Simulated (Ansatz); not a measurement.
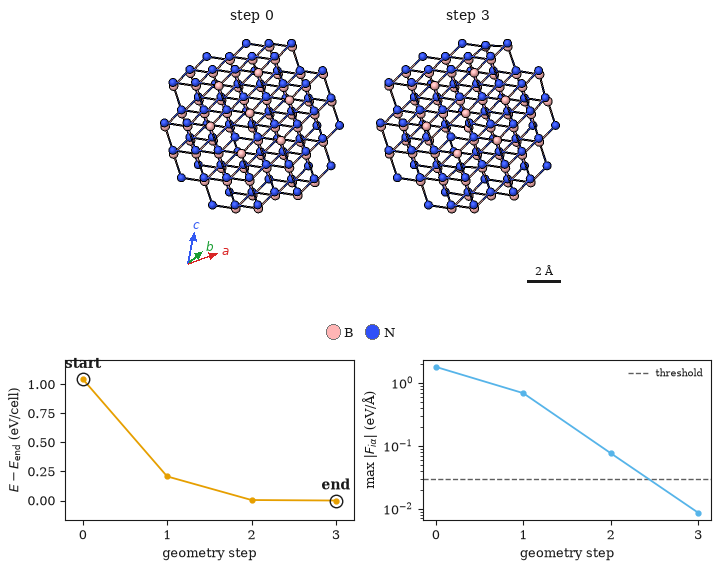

First and last geometry of a relaxation of a defect cell of composition B₂₆N₂₇ (cell charge −1), with the history of the run. Style: ball-and-stick. Shown: the atoms within 5.8 Å of the atom that moves most (axes of the cell of the calculation), slightly off an axis.

Theory: DFT, PBE, plane-wave PAW, default files, scalar-relativistic in Ansatz. Settings: plane-wave cutoff 420 eV; k-point mesh 3 × 3 × 3; occupations fermi dirac; smearing width 0.01 eV; collinear spin; atoms relaxed in a fixed cell; force threshold 0.03 eV/Å; at most 40 steps.

> Did the run converge, and what did it change?

It converged. The largest moves, 0.12 Å, are those of N atoms. Largest moves by element: N 0.12 Å, B 0.03 Å. The cell stays as it was. Near-neighbour distances that change, for instance: B–N 1.565 → 1.502 Å, B–N 1.565 → 1.582 Å, B–N 1.565 → 1.560 Å. Bond angles that change, for instance: B–N–B 109.5° → 113.8°, N–B–N 109.5° → 105.5°, N–B–N 109.5° → 112.6°. After 3 geometry steps the energy has fallen by 1.046 eV per cell of the calculation. The largest force component goes from 1.8 to 0.0087 eV/Å.

```tsv
step	E − E(0), meV/atom	largest force component, eV/Å
0	0.00	1.7912
1	-15.81	0.6857
2	-19.64	0.0763
3	-19.73	0.0087
```

Limits of the set-up: the periodic images lie only 7.7 Å apart, so the values are limited by the cell's size; the cell is charged, on a uniform background, and energies carry no finite-size correction.
